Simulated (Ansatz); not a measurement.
Input

```
crystal:
  lattice:
    - [3.8080641382, 0.0, 0.0]
    - [0.0, 3.8080641382, 0.0]
    - [0.0, 0.0, 3.8080641382]
  atoms:
    - { symbol: Mo, position: [0.0, 0.5, 0.5] }
    - { symbol: Mo, position: [0.5, 0.0, 0.5] }
    - { symbol: Mo, position: [0.5, 0.5, 0.0] }
basis:
  ecutwfc: 420
kpoints:
  mp_grid: { grid: [12, 12, 12] }
hamiltonian:
  xc: pbe
scf:
  occupations: { method: gaussian, width: 0.1 }
output:
  forces: true
  stress: true
  eigenvalues: true
  write_density: true
  write_potential: true
  elf: true
  volumetric_format: npy
relax:
  adjacent_minimum: "off"
  f_tol: 0.01
  max_steps: 80
  cell: { stress_tol: 0.05 }
```

Launched as:

```sh
ansatz run input.yaml --threads 1 --pin off --max-ram 2560MiB --backend cpu --events-out ev --progress --plain --runs-dir out
```

Below, planes, directions and counts refer to the conventional cell (a = 3.80 Å, b = 3.80 Å, c = 3.80 Å, α = 90.00°, β = 90.00°, γ = 90.00°).

The fields are those of the run's last geometry, not of the input's.

Space group Pm-3m; a structure generated by program, which may or may not match a known phase; computed without spin polarisation.

All numbers below come from DFT PBE, scalar-relativistic, plane waves, PAW in Ansatz.

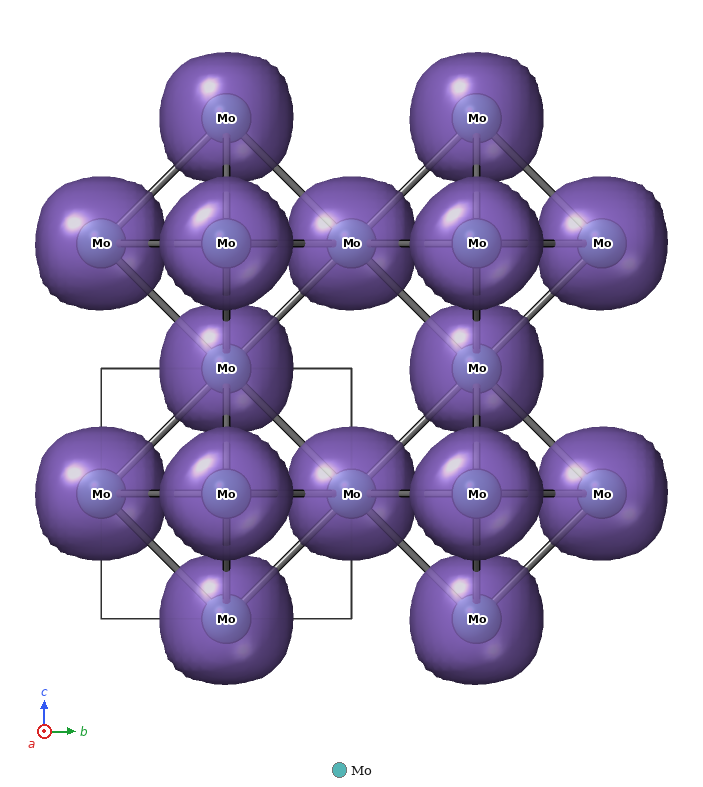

Mo. Isosurface of the valence pseudo-density at 0.6 e/Å³ (purple), seen along the a axis. Sticks mark near contacts.

The density is the valence pseudo-density of a PAW calculation; it isn't the true density close to the nuclei.

> How is the density connected at this value?

At this value the density breaks into separate islands; it holds about 75 % of the electrons treated as valence (semicore included). It bridges none of the near contacts. It is pinched off along the sampled Mo–Mo (2.69 Å) contacts. On the grid the lowest density along these lines, outside the cores, is 0.41 e/Å³ (Mo–Mo, 2.69 Å).
